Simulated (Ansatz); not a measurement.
# C19O2 (slab): what the fields show

Input file:

```
crystal:
  lattice:
    - [7.3951485247, 0.0, 0.0]
    - [-3.6975742623, 6.4043864871, 0.0]
    - [0.0, 0.0, 20.4766100066]
  atoms:
    - { symbol: C, position: [0.5555555556, 0.4444444444, 0.3906896697] }
    - { symbol: C, position: [0.5555555556, 0.7777777778, 0.3906896697] }
    - { symbol: C, position: [0.5555555556, 0.1111111111, 0.3906896697] }
    - { symbol: C, position: [0.8888888889, 0.4444444444, 0.3906896697] }
    - { symbol: C, position: [0.8888888889, 0.7777777778, 0.3906896697] }
    - { symbol: C, position: [0.8888888889, 0.1111111111, 0.3906896697] }
    - { symbol: C, position: [0.2222222222, 0.4444444444, 0.3906896697] }
    - { symbol: C, position: [0.2222222222, 0.7777777778, 0.3906896697] }
    - { symbol: C, position: [0.2222222222, 0.1111111111, 0.3906896697] }
    - { symbol: C, position: [0.4444444444, 0.2222222222, 0.3907682963] }
    - { symbol: C, position: [0.4444444444, 0.5555555556, 0.3907682963] }
    - { symbol: C, position: [0.4444444444, 0.8888888889, 0.3907682963] }
    - { symbol: C, position: [0.7777777778, 0.2222222222, 0.3907682963] }
    - { symbol: C, position: [0.7777777778, 0.5555555556, 0.3907682963] }
    - { symbol: C, position: [0.7777777778, 0.8888888889, 0.3907682963] }
    - { symbol: C, position: [0.1111111111, 0.2222222222, 0.3907682963] }
    - { symbol: C, position: [0.1111111111, 0.5555555556, 0.3907682963] }
    - { symbol: C, position: [0.1111111111, 0.8888888889, 0.3907682963] }
    - { symbol: O, position: [0.1111111111, 0.8888888889, 0.6298215379] }
    - { symbol: C, position: [0.1111111111, 0.8888888889, 0.5693867296] }
    - { symbol: O, position: [0.1111111111, 0.8888888889, 0.5089519214] }
basis:
  ecutwfc: 420
kpoints:
  mp_grid: { grid: [3, 3, 1] }
hamiltonian:
  xc: pbe
  dispersion: d3bj
scf:
  occupations: { method: gaussian, width: 0.05 }
output:
  forces: true
  eigenvalues: true
  write_density: true
  write_potential: true
  elf: true
  volumetric_format: npy
relax:
  adjacent_minimum: "off"
  f_tol: 0.04
  max_steps: 100
  constraints: [{ sites: [0] }]
efield:
  axis: 3
  dipole_correction: true
  ramp_width: 0.04
```

Run with:

```sh
ansatz run input.yaml --threads 2 --pin off --max-ram 6144MiB --backend cpu --events-out ev --progress --plain --runs-dir out
```

The fields are those of the relaxed geometry.

These are results of Ansatz 0.2.0, DFT PBE+D3(BJ), scalar-relativistic, plane waves, PAW, not measurements.

Core electrons are frozen (PAW), and the valence fields are smoothed inside the atomic spheres.

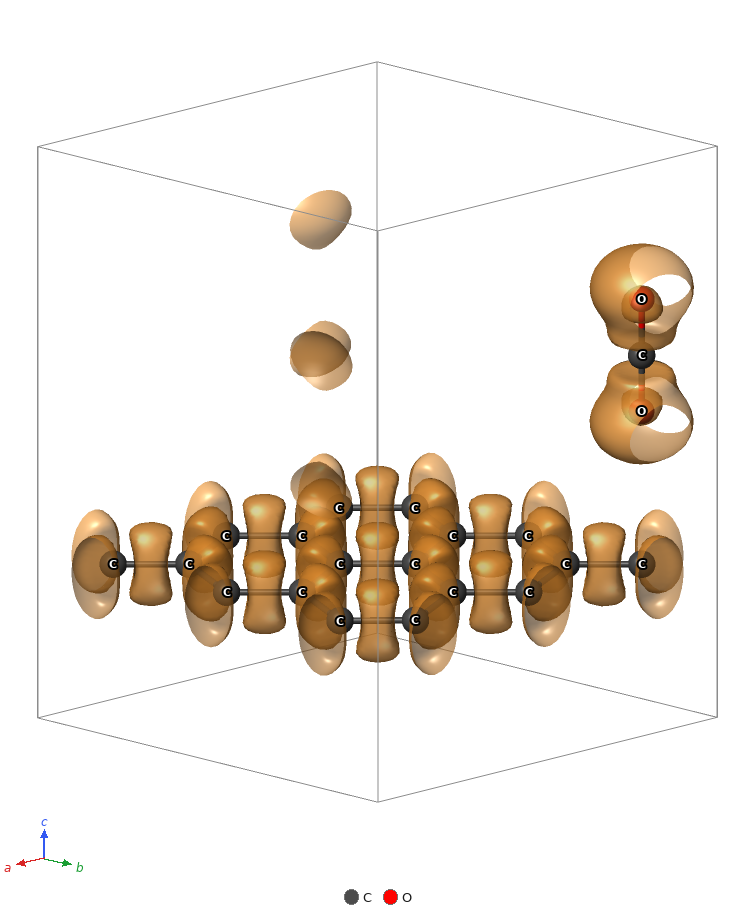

Figure 1. Isosurface of the electron localisation function at 0.7 (orange), seen at an oblique angle. Only the valence region is drawn (cores and ρ < 0.01 e/Å³ removed). Sticks mark near contacts.

**Describe the localisation domains.**

The surface consists of 27 regions between bonded C–C atoms and two regions on O in which the atom's valence shell and bonds are merged, counted in one cell of 21 atoms. Counts are for one cell; the picture repeats the cell along the surface.


C–O (1.17 Å): the ELF peaks at about 0.85 between the atoms. C–C (1.42 Å): the ELF peaks at about 0.95 between the atoms.

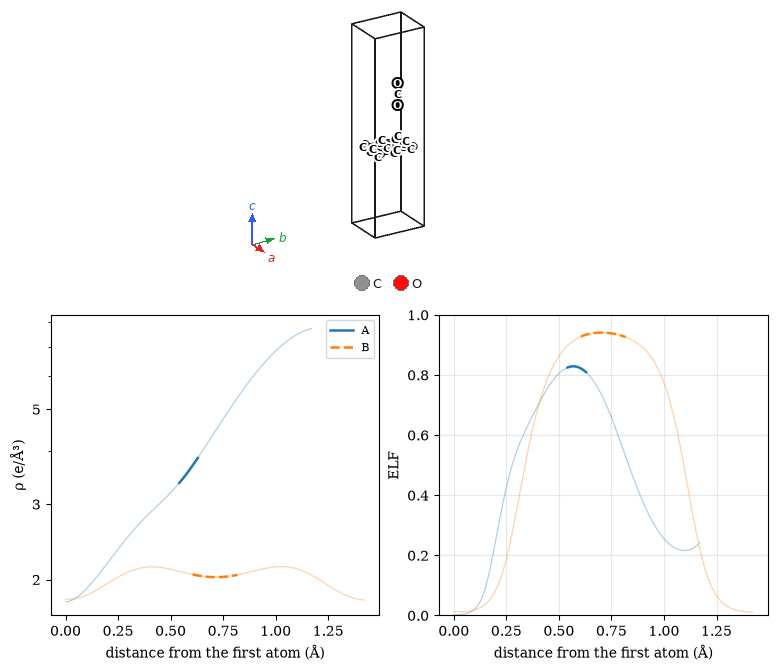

Figure 2. Valence pseudo-density and ELF along straight lines between neighbouring atoms. Thin, pale parts lie inside the atomic spheres. The structure is drawn too.

**Which curve belongs to which contact (C–C and C–O)? The first atom named is at distance zero.**

Curve A: C–O (1.17 Å): the density is about 3.6 e/Å³ at the midpoint; the ELF peaks at about 0.85 between the atoms. Curve B: C–C (1.42 Å): ρ is about 2 e/Å³ halfway; the ELF peaks at about 0.95 between the atoms.

**Metal or insulator at this level of theory?**

It is gapless in this calculation (a metal or semimetal).
